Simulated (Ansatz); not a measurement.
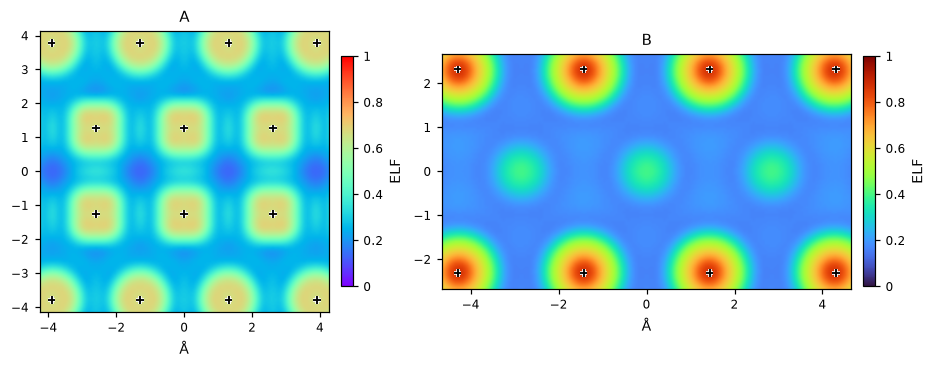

The electron localisation function of 2 systems, each on a plane through atoms (crosses mark nuclei in the plane).

These are results of Ansatz, DFT, RPBE, plane waves (420 eV) with PAW, scalar-relativistic, not measurements.

System 1: Ag, the (100) plane of the conventional cell. Space group P6₃/mmc; set up as Ag, hcp; a generated structure, not necessarily the stable one; changed on purpose from its base cell (volume × 0.88); computed pressure about 14 GPa in this cell.

```
Ag
1.0
     2.86715    0.00000    0.00000
    -1.43358    2.48303    0.00000
     0.00000    0.00000    4.63656
Ag
2
Direct
  0.33333 0.66667 0.25000
  0.66667 0.33333 0.75000
```

System 2: Pt, the (110) plane of the conventional cell. Space group P6/mmm; set up as Pt, omega (AlB2-type); a generated structure, not necessarily the stable one; changed on purpose from its base cell (volume × 0.88); computed pressure about 39 GPa in this cell.

```
Pt
1.0
     4.37042    0.00000    0.00000
    -2.18521    3.78490    0.00000
     0.00000    0.00000    2.60600
Pt
3
Direct
  0.00000 0.00000 0.00000
  0.33333 0.66667 0.50000
  0.66667 0.33333 0.50000
```

**Which map belongs to which system?**

Panel A is system 2, Pt: the plane holds Pt. Pt–Pt (2.52 Å): the ELF is about 0.35 at the midpoint. Panel B is system 1, Ag: the plane holds Ag. Ag–Ag (2.87 Å): the ELF is about 0.15 at the midpoint; no localised pair shows between them.
